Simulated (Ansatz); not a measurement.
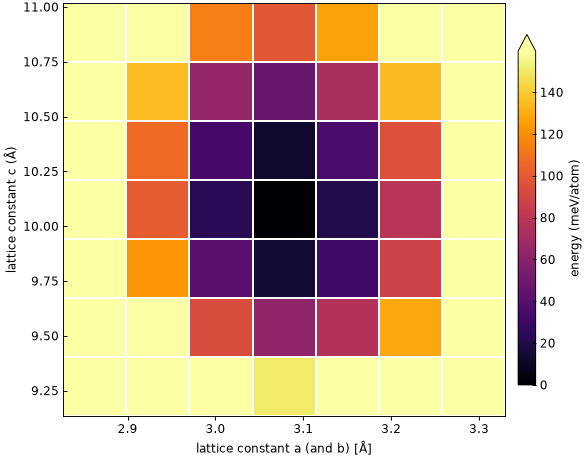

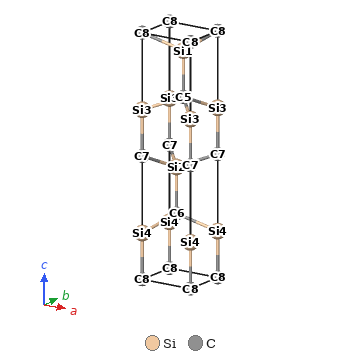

Energy landscape of SiC (P6_3mc, No. 186; 8 atoms in the cell). The energy is mapped over the lattice constants a and c of the conventional cell. The first coordinate is: lattice constant a (and b); the second: lattice constant c. Nothing is relaxed (fractional coordinates fixed). Grid: 7 × 7 points. Points are written as (first, second). All energies are given in meV/atom relative to the lowest grid point. Theory: Ansatz 0.2.0, DFT PBEsol, scalar-relativistic, plane waves, PAW. Settings: cutoff 520 eV, k-mesh 12×12×4 in the order of the run's cell vectors, gaussian smearing 0.05 eV, no spin polarisation.

The picture shows one coloured cell a grid point, one colour for all values above the top of the scale. The second picture is the structure at the lowest point

Describe this landscape.

The lowest grid point is at (3.078 Å, 10.076 Å). No other kind of well shows on this grid. The highest grid point, (2.863 Å, 9.270 Å), lies 433 meV/atom above the lowest. Round the minimum the two coordinates are weakly coupled (coupling 0.09 in units of the two stiffnesses). The gap on the k-mesh is 2.1 eV at the lowest point and runs from 1.1 to 2.2 eV over the map.

Grid values (meV/atom):

| lattice constant c ↓, lattice constant a (and b) → | 2.863 | 2.934 | 3.006 | 3.078 | 3.150 | 3.222 | 3.293 |
| --- | --- | --- | --- | --- | --- | --- | --- |
| 10.882 | 310 | 181 | 114 | 99 | 127 | 190 | 282 |
| 10.613 | 268 | 135 | 65 | 47 | 73 | 134 | 225 |
| 10.345 | 244 | 107 | 33 | 13 | 36 | 96 | 185 |
| 10.076 | 243 | 101 | 24 | 0 | 21 | 78 | 166 |
| 9.807 | 269 | 123 | 42 | 14 | 32 | 87 | 172 |
| 9.538 | 330 | 179 | 93 | 62 | 77 | 129 | 211 |
| 9.270 | 433 | 276 | 185 | 150 | 161 | 209 | 288 |

The input of one point:

```yaml
crystal:
  lattice:
    - [3.0780670649, 0.0, 0.0]
    - [-1.5390335324, 2.6656842728, 0.0]
    - [0.0, 0.0, 10.0758090153]
  atoms:
    - { symbol: Si, position: [0.6666666667, 0.3333333333, 0.9378278494] }
    - { symbol: Si, position: [0.3333333333, 0.6666666667, 0.4378278494] }
    - { symbol: Si, position: [0.0, 0.0, 0.6878973398] }
    - { symbol: Si, position: [0.0, 0.0, 0.1878973398] }
    - { symbol: C, position: [0.6666666667, 0.3333333333, 0.7498191768] }
    - { symbol: C, position: [0.3333333333, 0.6666666667, 0.2498191768] }
    - { symbol: C, position: [0.0, 0.0, 0.500454634] }
    - { symbol: C, position: [0.0, 0.0, 0.000454634] }
basis:
  ecutwfc: 520.0
kpoints:
  mp_grid: { grid: [12, 12, 4] }
hamiltonian:
  xc: pbesol
  pseudopotentials: { kind: paw, azcp: { folder: soft_1 } }
scf:
  occupations: { method: gaussian, width: 0.05 }
output:
  forces: true
  stress: true
  eigenvalues: true
```

Each point was launched as `ansatz run input.yaml --threads 2 --pin off --max-ram 4096MiB --backend cpu --events-out ev --progress --plain --runs-dir out`. Time for the 49 points that were run: 12 min on 2 threads of Arm Neoverse N1 (shared host).
